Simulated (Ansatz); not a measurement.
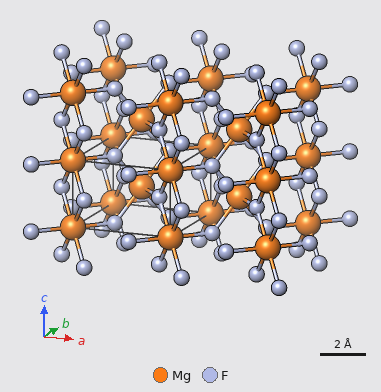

A crystal of MgF₂ (built on the database structure type), before the relaxation. The picture is a ball-and-stick view of the cell of the calculation, repeated 2 × 1 × 2 with one cell outlined, seen slightly off an axis.

Theory: DFT, r2SCAN, plane waves, PAW in Ansatz 0.2.0.

The input:
```yaml
crystal:
  lattice:
    - [4.6975810551, 0.0, 0.0]
    - [0.0, 4.6975810551, 0.0]
    - [0.0, 0.0, 3.0929918976]
  atoms:
    - { symbol: Mg, position: [0.5, 0.5, 0.5] }
    - { symbol: Mg, position: [0.0, 0.0, 0.0] }
    - { symbol: F, position: [0.6964323173, 0.6964323173, 0.0] }
    - { symbol: F, position: [0.8035676827, 0.1964323173, 0.5] }
    - { symbol: F, position: [0.3035676827, 0.3035676827, 0.0] }
    - { symbol: F, position: [0.1964323173, 0.8035676827, 0.5] }
kpoints:
  mp_grid: { grid: [6, 6, 8] }
hamiltonian:
  xc: r2scan
scf:
  occupations: { method: fermi_dirac, width: 0.02 }
relax:
  f_tol: 0.005
  cell: {}
```

Launched with:
```bash
ansatz run input.yaml --threads 4 --pin off --max-ram 6451MiB --backend cpu --events-out ev --progress --plain --runs-dir out
```

Where does the relaxation end?

Answer. The largest moves relative to the cell, 0.004 Å, are those of F3, F4, F5 and F6. F3 goes along [1 1 0]. Mg stays in place. The drawn cell changes as follows: a = b 4.698 → 4.622 Å (−1.6 %), c 3.093 → 3.046 Å (−1.5 %); the volume changes by −4.7 %. Near-neighbour distances that change, for instance: Mg1–F4 2.017 → 1.980 Å, Mg1–F3 2.024 → 1.995 Å. The space group stays P4_2/mnm (No. 136). The energy falls by 7.8 meV per atom in 4 accepted moves (6 points after the start). Largest force component: 0.02 eV/Å at the start, under 0.0001 eV/Å at the end. Pressure: −4.56 GPa at the start and 0.00 GPa at the end. The SCF was repeated twice at an unchanged geometry on a basis and grid sized afresh for the cell, which shifted the energy by 0.6 meV per atom at most. Cost: 34 s on 4 threads of Intel(R) Xeon(R) Processor @ 2.50GHz (Skylake/Cascade Lake), with other jobs on the host, peak memory 0.58 GiB.

The end point in the same view:

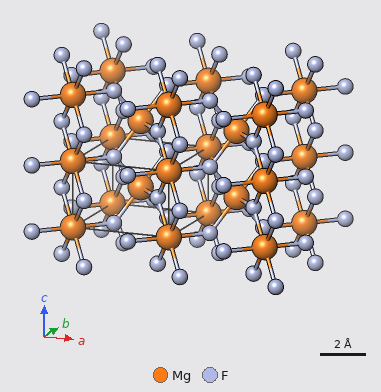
